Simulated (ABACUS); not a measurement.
## Energy of Ca along an even scaling of the cell

System: Ca (Immm, 1 atom in the cell).
Method: Kohn-Sham DFT of a periodic cell, PBE, PseudoDojo NC SR 0.4.1 PBE standard, no spin polarisation (ABACUS 3.10.1).

The 7 runs differ only in the geometry, by an even scaling of the cell at fixed fractional positions. The structure derives from a Materials Project entry.

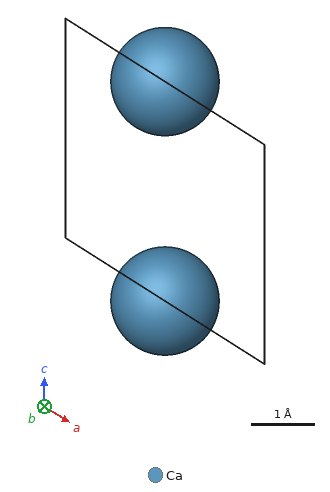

Figure 1. The structure of run 4 (spheres-only view of the cell of the calculation, along the b axis; atoms are numbered from 1 in the order of the input).

### Input file of run 4
```
INPUT_PARAMETERS
suffix              Ca
calculation         scf
basis_type          pw
pseudo_dir          ./
symmetry            1
dft_functional      pbe
ecutwfc             68
pseudo_rcut         10
nspin               1
nbands              9
ks_solver           dav
smearing_method     fd
smearing_sigma      0.00367493
scf_thr             1e-08
scf_nmax            100
mixing_type         broyden
mixing_beta         0.7
cal_force           1
cal_stress          1
kpar                4
```

### File STRU of run 4
```
ATOMIC_SPECIES
Ca 40.0780 Ca.upf

LATTICE_CONSTANT
1.8897261246

LATTICE_VECTORS
-2.0964874600 2.1017318100 2.4453524600
2.0964874600 -2.1017318100 2.4453524600
2.0964874600 2.1017318100 -2.4453524600

ATOMIC_POSITIONS
Direct

Ca
0.0
1
0.5000000000 0.5000000000 0.0000000000 1 1 1
```

### File KPT of run 4
```
K_POINTS
0
Gamma
9 9 9 0 0 0
```

Command:
```bash
OMP_NUM_THREADS=1 mpirun -np 4 abacus > log
```

Run 3 differs from it as follows:
```diff
--2.0964874600 2.1017318100 2.4453524600
-2.0964874600 -2.1017318100 2.4453524600
-2.0964874600 2.1017318100 -2.4453524600
+-2.0824166504 2.0876258024 2.4289402040
+2.0824166504 -2.0876258024 2.4289402040
+2.0824166504 2.0876258024 -2.4289402040
```

### Results, with one run withheld

```tsv
run	volume per atom (Å³)	free energy per atom, from the lowest run given (meV)	pressure (GPa)
1	40.513	2.68	0.68
2	41.375	0.00	0.28
3	42.237	?	?
4	43.099	0.60	−0.41
5	43.961	3.55	−0.72
6	44.823	8.06	−0.99
7	45.685	13.99	−1.25
```

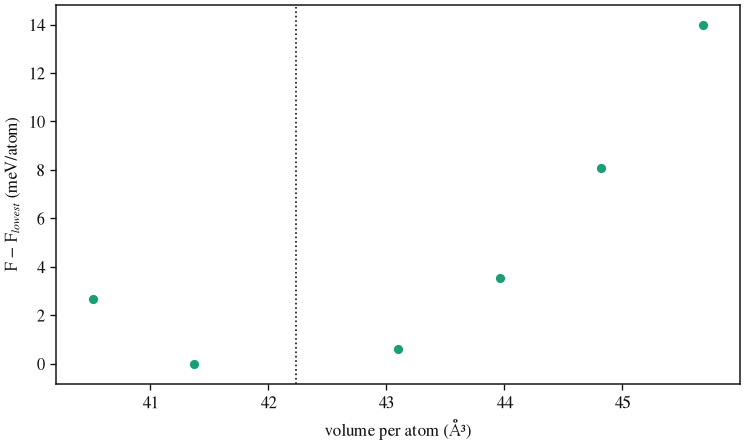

Figure 2. Free energy per atom of the runs given; the dotted line marks run 3.

Estimate the energy of run 3 from the others.

A cubic polynomial in V^(−2/3) (the Birch–Murnaghan form), fitted to the 6 runs given, misses them by under 0.01 meV per atom. With x = V^(−2/3) − 0.08125 Å⁻², it reads F = 0.80472 − 2103.5 x + 7.5645e+05 x² − 2.5067e+06 x³ (meV per atom). At run 3 it gives −0.64 meV per atom, and the run itself gives −0.63. The slope of the fit gives a pressure −dF/dV of −0.06 GPa there, and the run prints −0.08 GPa. The fit has its minimum at 42.086 Å³ per atom, where V d²F/dV² gives 17.2 GPa. Cell shape and fractional positions are held, so this is the stiffness under even scaling; the relaxed bulk modulus wasn't computed.

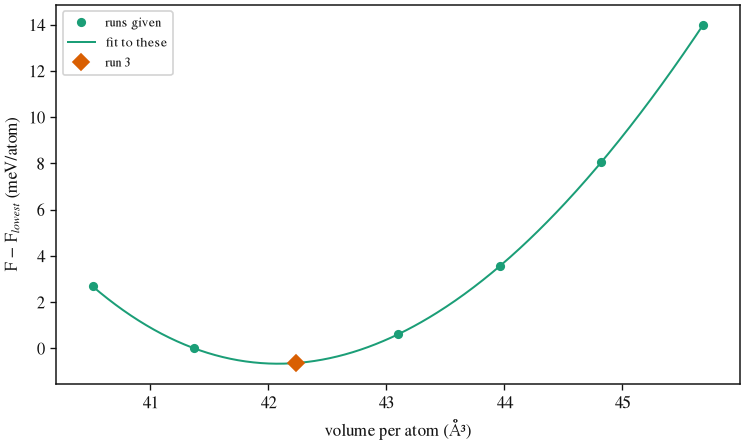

Figure 3. The fit and the withheld run.

### Some lines of the output (run 3)
```
[...]
                          Volume (Bohr^3) = 285.032
                             Volume (A^3) = 42.2373
 E_Fermi        0.3688128437         5.0179561703
 E_Fermi        0.3703217921         5.0384864659
 E_Fermi        0.3703529060         5.0389097922
 E_Fermi        0.3703916892         5.0394374656
 E_Fermi        0.3703256049         5.0385383420
 E_KS(sigma->0) -77.4235535413       -1053.4014875701
 E_Fermi        0.3703429606         5.0387744781
 final etot is -1053.4080793 eV
 EFERMI = 5.0387744781 eV
 TOTAL-PRESSURE: -0.829815 KBAR
 !FINAL_ETOT_IS -1053.4080793014011306 eV
```
